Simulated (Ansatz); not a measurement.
# AlN (4H polytype) (P6_3mc): G0W0 under other settings

A base run on AlN (4H polytype) (P6_3mc), then changed inputs.

Main program and level: Ansatz 0.2.0; G0W0 on PBE, plane waves, PAW; PAW set soft_1.

## Step 1: The starting structure

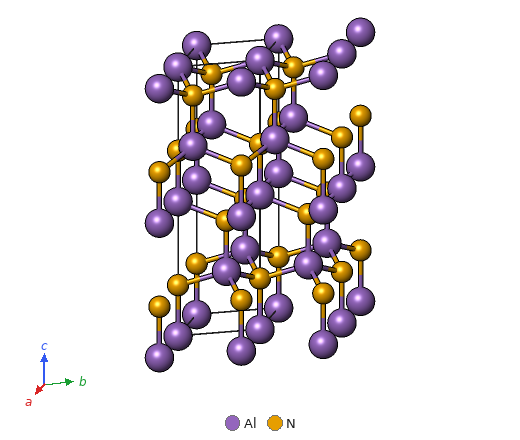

The starting structure, seen slightly off an axis (aluminium purple, nitrogen orange). 2×2×1 cells are drawn. Bonds to atoms that aren't drawn are left out. Some periodic images of atoms are drawn too.

Structure file:

```cif
data_structure
_symmetry_space_group_name_H-M 'P 1'
_symmetry_Int_Tables_number 1
_cell_length_a 3.1202
_cell_length_b 3.1202
_cell_length_c 10.1102
_cell_angle_alpha 90.000
_cell_angle_beta 90.000
_cell_angle_gamma 120.000
_cell_volume 85.24
loop_
_atom_site_label
_atom_site_type_symbol
_atom_site_fract_x
_atom_site_fract_y
_atom_site_fract_z
_atom_site_occupancy
Al1 Al 0.00000 0.00000 0.99875 1
Al2 Al 0.33333 0.66667 0.24983 1
Al3 Al 0.00000 0.00000 0.49875 1
Al4 Al 0.66667 0.33333 0.74983 1
N5 N 0.00000 0.00000 0.18822 1
N6 N 0.33333 0.66667 0.43821 1
N7 N 0.00000 0.00000 0.68822 1
N8 N 0.66667 0.33333 0.93821 1
```

The structure was relaxed with PBE. The runs that relaxed it are not among those shown.

## Step 2: The base run: 6×6×2 mesh, 254 empty bands, screening to 120 eV, PAW set soft_1 files

G0W0 replaces the xc potential by the self-energy, built once from these orbitals. Only a window of levels is corrected, while the sums run over the empty bands that the input names. This step takes PAW set soft_1 files.

input.yaml reads:

```yaml
crystal:
  lattice:
    - [3.1202290047, 0.0, 0.0]
    - [-1.5601145023, 2.7021975837, 0.0]
    - [0.0, 0.0, 10.1102215084]
  atoms:
    - { symbol: Al, position: [0.0, 0.0, -0.0012500118] }
    - { symbol: Al, position: [0.3333333333, 0.6666666667, 0.2498254965] }
    - { symbol: Al, position: [0.0, 0.0, 0.4987499882] }
    - { symbol: Al, position: [0.6666666667, 0.3333333333, 0.7498254965] }
    - { symbol: "N", position: [0.0, 0.0, 0.1882176634] }
    - { symbol: "N", position: [0.3333333333, 0.6666666667, 0.4382068519] }
    - { symbol: "N", position: [0.0, 0.0, 0.6882176634] }
    - { symbol: "N", position: [0.6666666667, 0.3333333333, 0.9382068519] }
kpoints:
  mp_grid: { grid: [6, 6, 2] }
hamiltonian:
  xc: pbe
  pseudopotentials: { kind: paw, azcp: { folder: soft_1 } }
scf:
  occupations: { method: fixed }
gw:
  n_empty_bands: 254
  ecut_chi: 120.0
  qp_bands: [v2, c2]
  qp_kpoints: band_edges
  screening: { model: contour_deformation }
```

Run with:

```console
ansatz run input.yaml --threads 4 --pin off --max-ram 17510MiB --backend cpu --events-out ev --progress --plain --runs-dir out
```

Numbers of over 12 decimals in the logs are rounded to 6 here.

Output:

```text
Engine: ansatz 0.2.0, aarch64-unknown-linux-gnu
Pseudopotentials: kind: paw
Pseudopotential: Al, paw, valence charge 3, recommended cutoff 420 eV (normal), soft_1/Al.paw.azcp
Pseudopotential: N, paw, valence charge 5, recommended cutoff 420 eV (normal), soft_1/N.paw.azcp
Functional definition: PBE
  parameter kappa = 0.804
  parameter beta = 0.066725
  exchange = pbe_x(kappa = kappa, mu = beta*pi^2/3)
  correlation = pbe_c(beta = beta)
Crystal: 8 atoms, lattice volume = 85.244 Å³
Basis set: ecut = 420 eV, 1653 PW (Γ)
Bands: 24, of which v1, the nominal top of the filled ones, is band 16 counted from 1 (15 counted from 0)
Symmetry: 12 space group operations
Space group: P63mc (ITA 186), of the structure as read, at distance tolerance 4.4e-5 Å
k-points: 14 of 72
Non-local potential: Al, projectors of the file, l = 0: 2, l = 1: 2, l = 2: 1
Non-local potential: N, projectors of the file, l = 0: 2, l = 1: 2, l = 2: 1
PAW form: soft (Blöchl's): semilocal exchange-correlation on the pseudo side does not see the compensation charge
PAW one-centre angular grid: Al, 110 points (default); XC on 64 Gauss nodes
PAW one-centre angular grid: N, 110 points (default); XC on 64 Gauss nodes
Initial density: superposition of atomic densities (chi_scale 0.1, normalization cell, long waves kept (reshape's long-wave potential 0.00 eV rms))
Initial wavefunctions: pseudopotential atomic-orbital guess
Functional: x = pbe(κ = 0.804, μ = 0.219515), c = pbe(β = 0.066725)
SCF iter   1: F=—  HF=-3702.560461 eV  |F-HF|=—  |Δ(HF+E_count)|=         —  Δρ=1.35e-1  dr2=1.93e1  ethr=3.10e-3  ⟨swp⟩=4.4  Hψ=1397  notcnv=0  defer=82
preconditioner: auto → none  [insulator: Δε(μ)=5.254 eV  Ē_g=14.145 eV  n_scr=6 (ndim 8)  ℏωp=22.8 eV  f_vac=0.000  ε∞_Penn≈3.6]
SCF iter   2: F=—  HF=-3697.833567 eV  |F-HF|=—  |Δ(HF+E_count)|=    4.73e0  Δρ=7.73e-2  dr2=3.09e0  ethr=3.10e-3  ⟨swp⟩=3.1  Hψ=872  notcnv=0  defer=78
SCF iter   3: F=—  HF=-3696.970677 eV  |F-HF|=—  |Δ(HF+E_count)|=   8.63e-1  Δρ=2.31e-2  dr2=2.32e-1  ethr=3.10e-3  ⟨swp⟩=2.0  Hψ=695  notcnv=0  defer=78
SCF iter   4: F=—  HF=-3696.946061 eV  |F-HF|=—  |Δ(HF+E_count)|=   2.46e-2  Δρ=1.62e-3  dr2=1.51e-3  ethr=7.26e-4  ⟨swp⟩=2.0  Hψ=320  notcnv=0  defer=84
SCF iter   5: F=—  HF=-3696.945678 eV  |F-HF|=—  |Δ(HF+E_count)|=   3.84e-4  Δρ=8.25e-4  dr2=2.99e-4  ethr=4.72e-6  ⟨swp⟩=2.0  Hψ=504  notcnv=0  defer=84
SCF iter   6: F=—  HF=-3696.945605 eV  |F-HF|=—  |Δ(HF+E_count)|=   7.26e-5  Δρ=3.09e-4  dr2=2.98e-5  ethr=9.34e-7  ⟨swp⟩=2.1  Hψ=463  notcnv=0  defer=79
SCF iter   7: F=—  HF=-3696.945617 eV  |F-HF|=—  |Δ(HF+E_count)|=   1.22e-5  Δρ=6.58e-5  dr2=5.84e-6  ethr=9.30e-8  ⟨swp⟩=2.0  Hψ=504  notcnv=0  defer=46
[...]
--- Per-component energies (eV) ---
  E_band       = 55.213223
  E_kinetic    = 623.252455
  E_local      = -846.945539  (includes V_loc(G=0)·N_el)
  E_nonlocal   = 177.770837
  E_hartree    = 311.835636
  E_xc         = -395.199664
  E_vxc        = -426.643726  (∫ρ·V_xc dr)
  E_paw        = -2390.999557  (= ΣΔE_a)
  E_vpaw       = -95.895380  (= ΣTr[D̂ρ^β])
  E_aug_tail   = 0.003493  (compensation charges beyond the density's cutoff)
  E_ewald      = -1176.663278
  E_smearing   = -0.000000  (= −TS)
  E_closure    = 0.000000  (closes the sum)
  Σ components = -3696.945617   (vs F -3696.945617, Δ=0.00e0)
--- Band table (eV; the first three rows and the last of 14) ---
  k-point 0: bands = [... 12 lower, 6.4740, 6.7284, 6.7284, 6.8167, 10.8232, 12.9699, 13.2506, 13.6774, ... 4 higher]
  k-point 1: bands = [... 12 lower, 6.6431, 6.6431, 6.6431, 6.6431, 11.7815, 11.7815, 13.6575, 13.6575, ... 4 higher]
  k-point 2: bands = [... 12 lower, 6.1682, 6.2058, 6.6530, 6.6760, 12.1379, 13.3229, 13.6612, 14.7705, ... 4 higher]
  k-point 13: bands = [... 12 lower, 5.4161, 5.4161, 5.5604, 5.5604, 12.4155, 12.4155, 14.3742, 14.3742, ... 4 higher]
--- G₀W₀: contour deformation, 6 samples at zero and on the imaginary axis and 1 off it, 72 q-points, 254 empty bands' worth ---
  eigenvalues of the whole cell's RPA ε∞ on this k-mesh (on a slab, of 1 + 4πα/V) = 4.3473, 4.3473, 4.4206; static W/v taken at q = 0 is 0.228943
  gw.qp_kpoints: band_edges: 11 of 14 stored k-points solved, in 1 pass; an edge of the gap read off the rows below is read off those points alone
    valence top: of the k-points left out ik 11 came nearest to being solved in a further pass, in band 15 (counted from 1, as in the quasiparticle table): it holds the edge there only if its correction is more favourable than any solved in that band by at least 0.841 eV; those differ by 0.185 eV
    conduction bottom: of the k-points left out ik 10 came nearest to being solved in a further pass, in band 17 (counted from 1, as in the quasiparticle table): it holds the edge there only if its correction is more favourable than any solved in that band by at least 1.046 eV; those differ by 0.381 eV
    ik  band        ε_KS         Σx   Σc(E_QP)       V_xc       Z   E_QP_lin       E_QP  E_QP is
     0    15      6.7284   -21.6336     3.2143   -17.6203  0.7791     5.9232     5.9294  root
     0    16      6.8167   -21.6190     3.1706   -17.6671  0.7793     6.0296     6.0355  root
     0    17     10.8232    -9.8066    -3.8078   -14.3866  0.8147    11.5995    11.5954  root
     0    18     12.9699    -9.4407    -4.2739   -14.6281  0.8044    13.8908    13.8834  root
     1    15      6.6431   -21.6340     3.2417   -17.5806  0.7787     5.8248     5.8313  root
     1    16      6.6431   -21.6340     3.2417   -17.5806  0.7787     5.8248     5.8313  root
     1    17     11.7815   -10.2032    -3.8799   -14.9244  0.8079    12.6280    12.6227  root
     1    18     11.7815   -10.2032    -3.8799   -14.9244  0.8079    12.6280    12.6227  root
[...]
12    15      5.3508   -20.7830     3.4309   -16.3686  0.7739     4.3558     4.3672  root
    12    16      6.0732   -21.5876     3.3521   -17.3619  0.7757     5.1915     5.1997  root
    12    17     12.6575    -6.2573    -4.2074   -11.0925  0.8157    13.2887    13.2853  root
    12    18     12.6575    -6.2573    -4.2074   -11.0925  0.8157    13.2887    13.2853  root
[key lines of the parts left out:]
SCF converged after 9 iterations
Free energy (F): -3696.945617 eV
Fermi energy:    6.816689 eV
```

Wall time 86 s (4 threads of Arm Neoverse V1, shared host); peak memory 1.2 GiB.

Numbers from this step:

```
bands summed                                 : 270
RPA ε∞ on this mesh (eigenvalues)            : 4.347, 4.347, 4.421
plane waves in the screening matrix          : 265
q-points in the mesh                         : 72
G0W0 gap on the mesh                         : 5.296 eV
k of the valence top                         : 0, 0, 0
k of the conduction bottom                   : 0, -0.5, 0
starting gap on the mesh                     : 4.007 eV
Z at the valence top                         : 0.7793
Z at the conduction bottom                   : 0.8283
least direct G0W0 gap on the computed points : 5.560 eV
```

The gap on the mesh goes from 4.01 eV to 5.30 eV, a correction of +1.29 eV. Between the two edge states, bare exchange in place of the xc potential would open the gap by 8.37 eV, and correlation takes back 7.09 eV.

## Step 3: Variant: low screening cutoff

input.yaml: that of step 2 with these lines changed.

```diff
@@ -23,3 +23,3 @@
   n_empty_bands: 254
-  ecut_chi: 120.0
+  ecut_chi: 25
   qp_bands: [v2, c2]
```

Output:

```text
[...]
Crystal: 8 atoms, lattice volume = 85.244 Å³
Basis set: ecut = 420 eV, 1653 PW (Γ)
Bands: 24, of which v1, the nominal top of the filled ones, is band 16 counted from 1 (15 counted from 0)
[... 1 set-up line as in the run before ...]
[...]
k-points: 14 of 72
[...]
SCF iter   1: F=—  HF=-3702.560461 eV  |F-HF|=—  |Δ(HF+E_count)|=         —  Δρ=1.35e-1  dr2=1.93e1  ethr=3.10e-3  ⟨swp⟩=4.4  Hψ=1397  notcnv=0  defer=82
[...]
SCF iter   9: F=-3696.945617 eV  HF=-3696.945617 eV  |F-HF|=6.95e-10  |Δ(HF+E_count)|=   1.21e-7  Δρ=2.30e-6  dr2=3.13e-9  ethr=3.13e-10  ⟨swp⟩=9.5  Hψ=1484  notcnv=0
SCF 1 converged in 9 iterations: F = -3696.945617 eV  dr2 = 3.13e-9
[...]
NSCF: frozen V_eff on 14 k-points
G₀W₀ screening: q 1/14
[... further progress lines ...]
SCF converged after 9 iterations
Free energy (F): -3696.945617 eV
[...]
Internal energy: -3696.945617 eV  (E = F + TS)
E sigma→0 (E₀):  -3696.945617 eV
Fermi energy:    6.816689 eV
[...]
--- Band table (eV; the first three rows and the last of 14) ---
  k-point 0: bands = [... 12 lower, 6.4740, 6.7284, 6.7284, 6.8167, 10.8232, 12.9699, 13.2506, 13.6774, ... 4 higher]
  k-point 1: bands = [... 12 lower, 6.6431, 6.6431, 6.6431, 6.6431, 11.7815, 11.7815, 13.6575, 13.6575, ... 4 higher]
  k-point 2: bands = [... 12 lower, 6.1682, 6.2058, 6.6530, 6.6760, 12.1379, 13.3229, 13.6612, 14.7705, ... 4 higher]
  k-point 13: bands = [... 12 lower, 5.4161, 5.4161, 5.5604, 5.5604, 12.4155, 12.4155, 14.3742, 14.3742, ... 4 higher]
[...]
0    15      6.7284   -21.6336     3.5705   -17.6203  0.8013     6.2837     6.2857  root
     0    16      6.8167   -21.6190     3.5323   -17.6671  0.8015     6.3955     6.3972  root
     0    17     10.8232    -9.8066    -3.8491   -14.3866  0.8300    11.5580    11.5541  root
     0    18     12.9699    -9.4407    -4.1386   -14.6281  0.8191    14.0289    14.0187  root
     1    15      6.6431   -21.6340     3.6006   -17.5806  0.8006     6.1882     6.1902  root
     1    16      6.6431   -21.6340     3.6006   -17.5806  0.8006     6.1882     6.1902  root
     1    17     11.7815   -10.2032    -3.8163   -14.9244  0.8242    12.6928    12.6864  root
     1    18     11.7815   -10.2032    -3.8163   -14.9244  0.8242    12.6928    12.6864  root
[...]
12    15      5.3508   -20.7830     3.7959   -16.3686  0.7909     4.7277     4.7322  root
    12    16      6.0732   -21.5876     3.7324   -17.3619  0.7959     5.5774     5.5800  root
    12    17     12.6575    -6.2573    -4.0513   -11.0925  0.8240    13.4468    13.4414  root
    12    18     12.6575    -6.2573    -4.0513   -11.0925  0.8240    13.4468    13.4414  root
```

Wall time 36 s (4 threads); peak memory 1.2 GiB.

Against the base:

```csv
setting,base,variant
screening cutoff (eV),120.0,25
```

```csv
quantity,variant,base
starting gap on the mesh,4.007,4.007
G0W0 gap on the mesh,5.025,5.296
least direct G0W0 gap on the computed points,5.157,5.560
Z at the valence top,0.801,0.779
Z at the conduction bottom,0.834,0.828
```

## Step 4: What came out

| Item | Value |
| --- | --- |
| base | 5.30 eV, 86 s |
| low screening cutoff | 5.03 eV, 36 s |

What this shows: Low screening cutoff: the gap moves by −0.27 eV and the time by a factor of 0.42; such settings are too crude to quote. All runs here use a coarse mesh and modest cutoffs; they test settings and are not final values.

[Paths, hosts, dates, memory and timing lines, banners, echoed tables and standing remarks are left out of the program output.]

[Logs are printed without paths, hosts, clocks, repeated set-up lines and the standing remarks that a program may print on its own settings, such as how far it seeks lower states.]

[Runs of the session that timed out or met a known fault of the program may be left out.]

[Cells called generated may have been cut or substituted from an entry of the Crystallography Open Database or the Materials Project.]

[Hosts, paths, dates, database ids (printed as entryN), source tags and the programs' standing remarks are cut or masked in the printed files.]
